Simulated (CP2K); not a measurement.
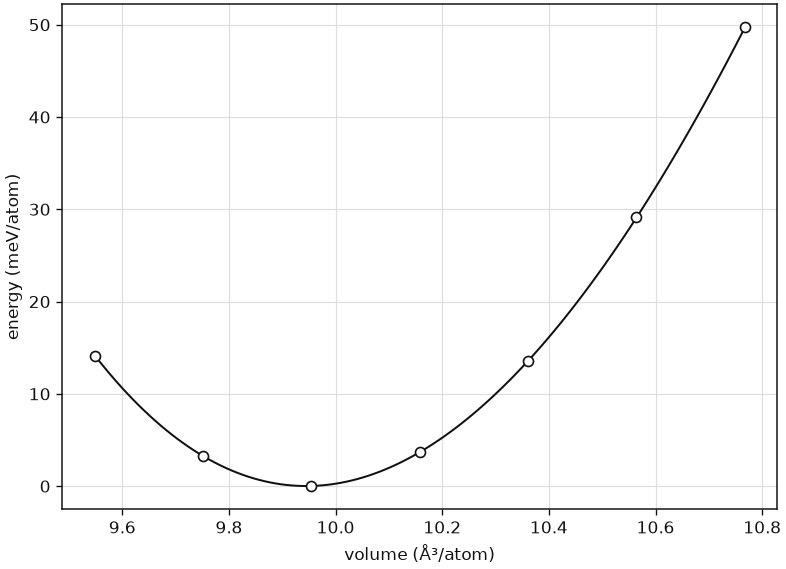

The plot gives the computed energy against volume.

Calculation (CP2K 2026.2): DFT in Gaussian orbitals with a plane-wave density, no spin polarisation; energies at scaled volumes of the given cell, shape and fractions fixed, counted from the fit's minimum, third-order Birch-Murnaghan fit. Level: PBEsol.

> For which of these solids was it computed?
A. TiC, Fm-3m (No. 225)
B. ZrN, Fm-3m (No. 225)
C. CsI, Pm-3m (No. 221)

A, TiC: energy from 0.01 meV/atom to 49.72 meV/atom, V0 9.945 Å³/atom, B0 268 GPa. The others give: ZrN, energy from 0.05 meV/atom to 54.55 meV/atom, V0 11.95 Å³/atom, B0 266 GPa; CsI, energy from 0.04 meV/atom to 6.67 meV/atom, V0 47.41 Å³/atom, B0 12.3 GPa.
